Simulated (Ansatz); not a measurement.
## Re: 6 runs along one coordinate

System: Re (Pm-3m, 1 atom in the cell).
Method: DFT, LDA (PW92), plane waves (420 eV) with PAW, scalar-relativistic, no spin polarisation (Ansatz 0.2.0).

The 6 runs differ only in the geometry, by an even scaling of the cell at fixed fractional positions.

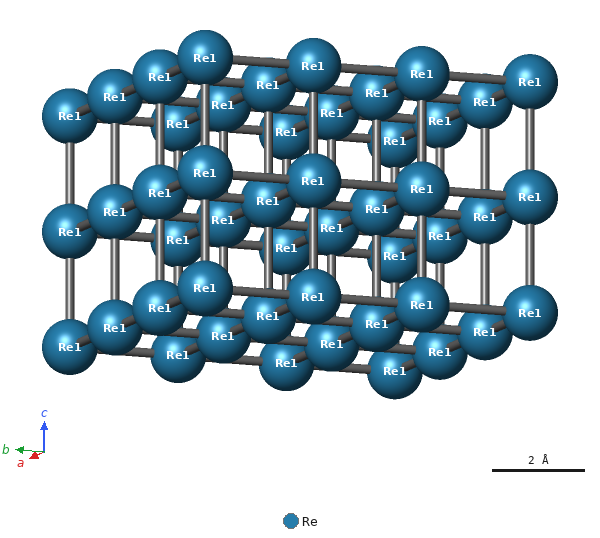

Figure 1. The structure of run 4 (ball-and-stick view of the cell of the calculation, repeated 3 × 3 × 2, seen at an oblique angle; atoms are numbered from 1 in the order of the input).

## Input of run 4
```yaml
crystal:
  lattice:
    - [2.5729130238, 0.0, 0.0]
    - [0.0, 2.5729130238, 0.0]
    - [0.0, 0.0, 2.5729130238]
  atoms:
    - { symbol: Re, position: [0.0, 0.0, 0.0] }
hamiltonian:
  xc: lda
  pseudopotentials:
    kind: paw
    azcp:
      Re: "pseudopotentials/Re.paw.azcp"
basis:
  ecutwfc: 420
  fft_grid_basis: typed
kpoints:
  mp_grid: { grid: [14, 14, 14], shift: [0, 0, 0] }
magnetization:
  spin_polarized: false
scf:
  occupations: { method: fermi_dirac, width: 0.1 }
  lower_state_search: "off"
output:
  stress: true
```

Lattice vectors (Å) and fractional positions of run 4:
```
   2.572913    0.000000    0.000000
   0.000000    2.572913    0.000000
   0.000000    0.000000    2.572913
Re  0.000000  0.000000  0.000000
```

Run 3 differs from it as follows:
```diff
-    - [2.5729130238, 0.0, 0.0]
-    - [0.0, 2.5729130238, 0.0]
-    - [0.0, 0.0, 2.5729130238]
+    - [2.5394947864, 0.0, 0.0]
+    - [0.0, 2.5394947864, 0.0]
+    - [0.0, 0.0, 2.5394947864]
```

## Results, with one run withheld

| run | volume per atom (Å³) | free energy per atom, from the lowest run given (meV) | pressure (GPa) |
| --- | --- | --- | --- |
| 1 | 15.067 | 82.81 | 28.64 |
| 2 | 15.722 | 0.00 | 12.45 |
| 3 | 16.377 | ? | ? |
| 4 | 17.032 | 1.28 | −11.07 |
| 5 | 17.687 | 64.41 | −19.51 |
| 6 | 18.343 | 158.51 | −26.27 |

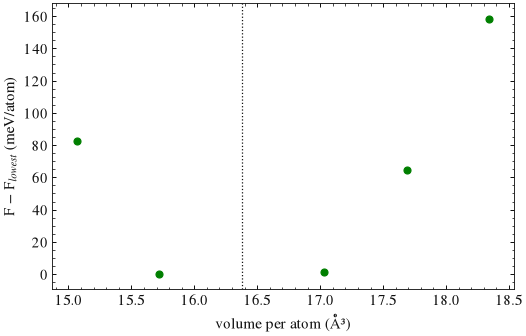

Figure 2. Free energy per atom of the runs given; the dotted line marks run 3.

Estimate the energy of run 3 from the others.

A cubic polynomial in V^(−2/3) (the Birch–Murnaghan form), fitted to the 5 runs given, misses them by at most 0.04 meV per atom. With x = V^(−2/3) − 0.15308 Å⁻², it reads F = −16.627 − 6105.3 x + 1.3861e+06 x² + 2.0359e+06 x³ (meV per atom). At run 3 it gives −23.27 meV per atom, and the run itself gives −23.30. The slope of the fit gives a pressure −dF/dV of −0.59 GPa there, and the run prints −0.58 GPa. The fit has its minimum at 16.344 Å³ per atom, where V d²F/dV² gives 294 GPa: the bulk modulus at this level, since symmetry fixes the shape and the positions.

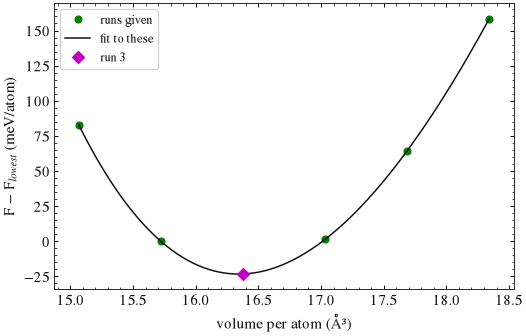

Figure 3. The fit and the withheld run.

## Output, shortened to warnings, some set-up lines, iterations and results (run 3)
```
Warning: [file] the record states the generating functional pbe (its physics header spells it `PBE`), which answers neither for hamiltonian.xc's functional nor for the lda family's — results may be inconsistent (PPs are generated against a specific XC)
Basis set: ecut = 420 eV, 341 PW (Γ)
Symmetry: 48 space group operations
k-points: 120 of 2744
Initial density: superposition of atomic densities (neutral atoms: chi_scale 0, normalization atom), corrected by the library's trained network
[...]
SCF iter   1: F=—  HF=-10606.236099 eV  |F-HF|=—  |Δ(HF+E_count)|=         —  Δρ=4.80e-3  dr2=2.70e-3  ethr=1.77e-3  ⟨swp⟩=5.0  Hψ=8146  notcnv=0
SCF iter   2: F=—  HF=-10606.235555 eV  |F-HF|=—  |Δ(HF+E_count)|=   5.44e-4  Δρ=2.70e-3  dr2=8.17e-4  ethr=1.80e-5  ⟨swp⟩=1.3  Hψ=2482  notcnv=0
SCF iter   3: F=—  HF=-10606.235387 eV  |F-HF|=—  |Δ(HF+E_count)|=   1.69e-4  Δρ=2.42e-4  dr2=5.55e-6  ethr=5.45e-6  ⟨swp⟩=2.3  Hψ=2045  notcnv=0
SCF iter   4: F=—  HF=-10606.235386 eV  |F-HF|=—  |Δ(HF+E_count)|=   9.17e-7  Δρ=6.35e-5  dr2=2.61e-7  ethr=3.70e-8  ⟨swp⟩=2.3  Hψ=2296  notcnv=0
SCF iter   5: F=-10606.235386 eV  HF=-10606.235386 eV  |F-HF|=2.56e-9  |Δ(HF+E_count)|=   1.20e-7  Δρ=1.07e-5  dr2=6.35e-9  ethr=1.74e-9  ⟨swp⟩=2.1  Hψ=2327  notcnv=0
SCF iter   6: F=-10606.235386 eV  HF=-10606.235386 eV  |F-HF|=2.73e-11  |Δ(HF+E_count)|=   1.88e-9  Δρ=5.02e-7  dr2=3.76e-11  ethr=4.23e-11  ⟨swp⟩=1.4  Hψ=4302  notcnv=0
SCF 1 converged in 6 iterations: F = -10606.235386 eV  dr2 = 3.76e-11
SCF converged after 6 iterations
Free energy (F): -10606.235386 eV
Harris-Foulkes:  -10606.235386 eV  (|F-HF|=2.73e-11)
Internal energy: -10606.198341 eV  (E = F + TS)
E sigma→0 (E₀):  -10606.216863 eV
Entropy (-TS):   -0.037044 eV (-37.044 meV/atom)
Fermi energy:    21.308102 eV
--- Per-component energies (eV) ---
  E_band       = -117.530926
  E_kinetic    = 542.160618
  E_local      = -922.263283  (includes V_loc(G=0)·N_el)
  E_nonlocal   = 56.726441
  E_hartree    = 329.576205
  E_xc         = -400.125645
  E_vxc        = -303.752110  (∫ρ·V_xc dr)
  E_paw        = -8402.661302  (= ΣΔE_a)
  E_vpaw       = -149.555145  (= ΣTr[D̂ρ^β])
  E_aug_tail   = -0.000075  (compensation charges beyond the density's cutoff)
  E_ewald      = -1809.930377
  E_core_change = 0.319076  (= ΣΔE_core)
  E_smearing   = -0.037044  (= −TS)
  E_closure    = 0.000000  (closes the sum)
  Σ components = -10606.235386   (vs F -10606.235386, Δ=0.00e0)
--- Stress (GPa, compression-positive) ---
       -0.577591       0.000000       0.000000
        0.000000      -0.577591       0.000000
        0.000000       0.000000      -0.577591
  P = ⅓ Tr σ = -0.5776 GPa (-5.776 kbar)
```

Warnings of the run: the PAW datasets were made with another functional. Spin–orbit coupling is left out, which matters for Re.
